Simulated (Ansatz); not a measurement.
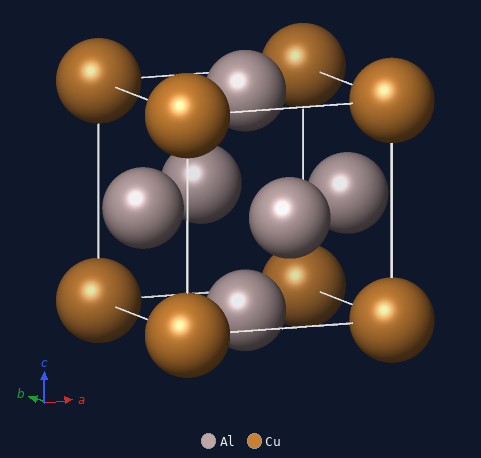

An orthographic spheres-only view of the structure, slightly off an axis. One simulation cell is outlined, and atoms on its boundary appear in each equivalent place.

```xyz
4
Lattice="3.8924 0.0000 0.0000 0.0000 3.8924 0.0000 0.0000 0.0000 3.8924" Properties=species:S:1:pos:R:3 pbc="T T T"
Al    3.8924    1.9462    1.9462
Al    1.9462    0.0000    1.9462
Al    1.9462    1.9462    0.0000
Cu    0.0000    3.8924    3.8924
```

Method used: Ansatz 0.2.0, DFT PBEsol, scalar-relativistic, plane waves, PAW. It ran with an energy cutoff of 420 eV, a 12×12×12 mesh of k-points, Gaussian smearing of 0.1 eV, no spin polarisation.

> List the Bader charges.

Al +0.32 e; Cu -0.96 e.

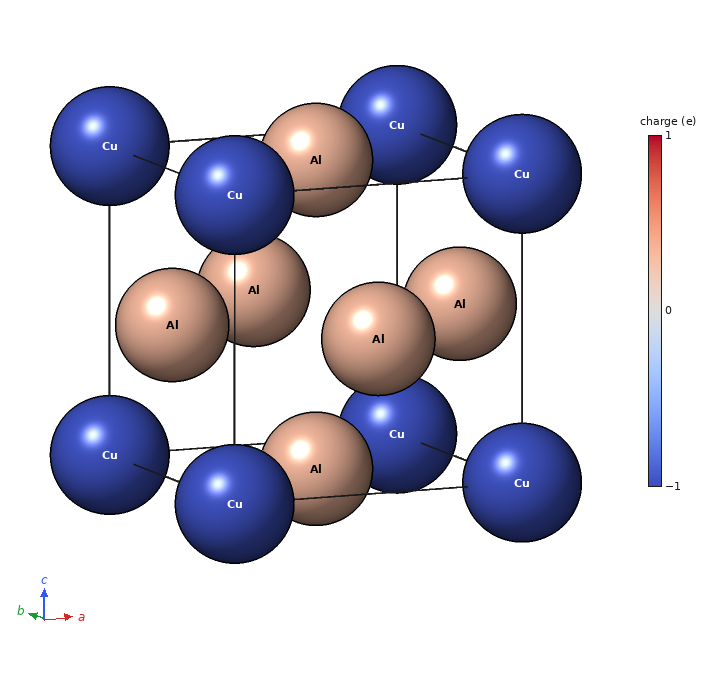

The atoms coloured by those charges.

It derives from a structure listed in the Materials Project. Earlier steps of the study may have refined or changed the cell and positions. It was run through Ansatz as a DFT input.
